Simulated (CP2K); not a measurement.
**NiSi2: 6 runs along one coordinate**

System: NiSi2 (Fm-3m, 3 atoms in the cell).
Method: Kohn-Sham DFT of a periodic cell, PBE, GTH-PBE with UZH-TZVP basis, spin-polarised (CP2K 2026.2).

The 6 runs differ only in the geometry, by an even scaling of the cell at fixed fractional positions. The structure derives from an entry of the Crystallography Open Database.

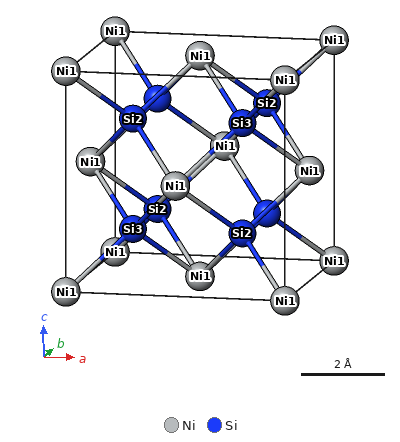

Figure 1. The structure of run 4 (ball-and-stick view of the cell 4 times as large as that of the calculation, set on its symmetry axes, seen slightly off an axis; atoms are numbered from 1 in the order of the input).

## Input of run 4
```
&GLOBAL
  PROJECT si2ni_eos
  RUN_TYPE ENERGY_FORCE
  PRINT_LEVEL LOW
&END GLOBAL
&FORCE_EVAL
  METHOD QS
  STRESS_TENSOR ANALYTICAL
  &DFT
    BASIS_SET_FILE_NAME BASIS_MOLOPT_UZH
    POTENTIAL_FILE_NAME POTENTIAL_UZH
    UKS T
    MULTIPLICITY 3
    WFN_RESTART_FILE_NAME previous-RESTART.kp
    &MGRID
      CUTOFF 650
      REL_CUTOFF 60
      NGRIDS 5
    &END MGRID
    &QS
      METHOD GPW
      EPS_DEFAULT 1.0E-10
    &END QS
    &KPOINTS
      SCHEME MONKHORST-PACK 9 9 9
      GAMMA_CENTERED T
      SYMMETRY T
      SYMMETRY_BACKEND SPGLIB
    &END KPOINTS
    &SCF
      SCF_GUESS RESTART
      EPS_SCF 1.0E-6
      MAX_SCF 150
      ADDED_MOS 15 17
      CHOLESKY OFF
      EPS_EIGVAL 1.0E-7
      &DIAGONALIZATION ON
        ALGORITHM STANDARD
      &END DIAGONALIZATION
      &MIXING ON
        METHOD BROYDEN_MIXING
        ALPHA 0.2
        BETA 1.5
        NBUFFER 10
      &END MIXING
      &SMEAR ON
        METHOD FERMI_DIRAC
        ELECTRONIC_TEMPERATURE [K] 580.226
      &END SMEAR
    &END SCF
    &XC
      &XC_FUNCTIONAL
        &GGA_X_PBE
        &END GGA_X_PBE
        &GGA_C_PBE
        &END GGA_C_PBE
      &END XC_FUNCTIONAL
    &END XC
    &PRINT
      &KPOINTS ON
      &END KPOINTS
      &MULLIKEN ON
      &END MULLIKEN
      &MO ON
        ENERGIES T
        OCCUPATION_NUMBERS T
        &EACH
          QS_SCF 0
        &END EACH
        ADD_LAST NUMERIC
      &END MO
    &END PRINT
  &END DFT
  &SUBSYS
    &CELL
      A 3.8479353562 0.0000000000 0.0000000000
      B 1.9239676781 3.3324097706 0.0000000000
      C 1.9239676781 1.1108032568 3.1418260619
      PERIODIC XYZ
    &END CELL
    &COORD
      SCALED
      Ni  0.0000000000 0.0000000000 0.0000000000
      Si  0.7500000000 0.7500000000 0.7500000000
      Si  0.2500000000 0.2500000000 0.2500000000
    &END COORD
    &KIND Ni
      BASIS_SET TZVP-MOLOPT-PBE-GTH-q18
      POTENTIAL GTH-PBE-q18
      MAGNETIZATION 1.0
    &END KIND
    &KIND Si
      BASIS_SET TZVP-MOLOPT-PBE-GTH-q4
      POTENTIAL GTH-PBE-q4
    &END KIND
    &PRINT
      &ATOMIC_COORDINATES ON
      &END ATOMIC_COORDINATES
      &CELL ON
      &END CELL
    &END PRINT
  &END SUBSYS
  &PRINT
    &FORCES ON
    &END FORCES
    &STRESS_TENSOR ON
    &END STRESS_TENSOR
  &END PRINT
&END FORCE_EVAL
```

Command:
```bash
OMP_NUM_THREADS=1 cp2k.psmp -i si2ni_eos.inp -o si2ni_eos.out
```

Lattice vectors (Å) and fractional positions of run 4:
```
   3.847935    0.000000    0.000000
   1.923968    3.332410    0.000000
   1.923968    1.110803    3.141826
Ni  0.000000  0.000000  0.000000
Si  0.750000  0.750000  0.750000
Si  0.250000  0.250000  0.250000
```

Run 2 differs from it as follows:
```diff
-      A 3.8479353562 0.0000000000 0.0000000000
-      B 1.9239676781 3.3324097706 0.0000000000
-      C 1.9239676781 1.1108032568 3.1418260619
+      A 3.7709559089 0.0000000000 0.0000000000
+      B 1.8854779544 3.2657436137 0.0000000000
+      C 1.8854779544 1.0885812045 3.0789726064
```

## Results, with one run withheld

| run | volume per atom (Å³) | free energy per atom, from the lowest run given (meV) | pressure (GPa) |
| --- | --- | --- | --- |
| 1 | 12.376 | 46.60 | 14.48 |
| 2 | 12.639 | ? | ? |
| 3 | 12.902 | 11.89 | 6.87 |
| 4 | 13.429 | 0.00 | 0.56 |
| 5 | 13.692 | 1.37 | −2.18 |
| 6 | 13.956 | 7.04 | −4.67 |

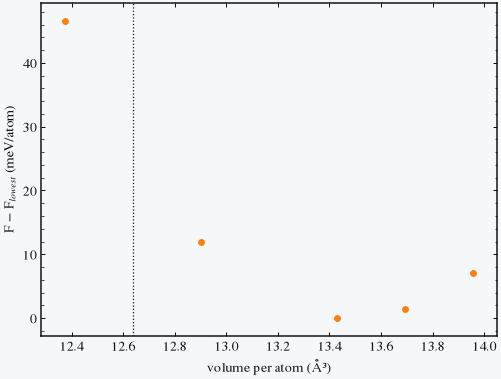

Figure 2. Free energy per atom of the runs given; the dotted line marks run 2.

Fit the runs given and predict run 2.

A cubic polynomial in V^(−2/3) (the Birch–Murnaghan form), fitted to the 5 runs given, misses them by under 0.01 meV per atom. With x = V^(−2/3) − 0.17859 Å⁻², it reads F = 1.7348 + 1783.8 x + 4.3629e+05 x² − 1.7664e+05 x³ (meV per atom). At run 2 it gives 26.11 meV per atom, and the run itself gives 26.12. The slope of the fit gives a pressure −dF/dV of 10.51 GPa there, and the run prints 10.50 GPa. The fit has its minimum at 13.480 Å³ per atom, where V d²F/dV² gives 144 GPa: the bulk modulus at this level, since symmetry fixes the shape and the positions.

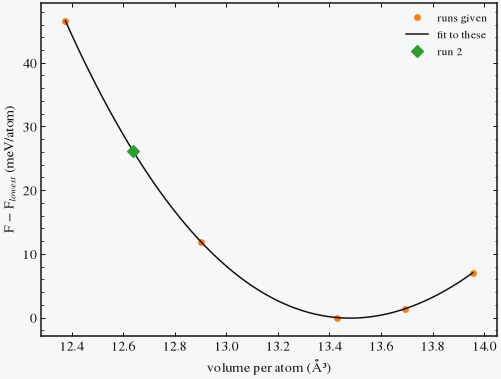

Figure 3. The fit and the withheld run.

## Some lines of the output (run 2)
```
[...]
 CELL| Volume [angstrom^3]:                                            37.917471
 CELL_REF| Volume [angstrom^3]:                                        37.917471
                        Smear method:                                FERMI_DIRAC
  Step     Update method      Time    Convergence         Total energy    Change
  Fermi energy:                                                 0.42357172153904
  Total energy:                                              -177.70394220541104
  Total energy (extrapolated to T->0):                       -177.70377519290003
 MO| E(Fermi):            0.423572 a.u.         11.525973 eV
 MO| Band gap:            0.005946 a.u.          0.161789 eV
 MO| Band gap:            0.009300 a.u.          0.253068 eV
 MO| Band gap:            0.008314 a.u.          0.226228 eV
 MO| Band gap:            0.011265 a.u.          0.306548 eV
 MO| Band gap:            0.005495 a.u.          0.149531 eV
 MO| Band gap:            0.003923 a.u.          0.106748 eV
```
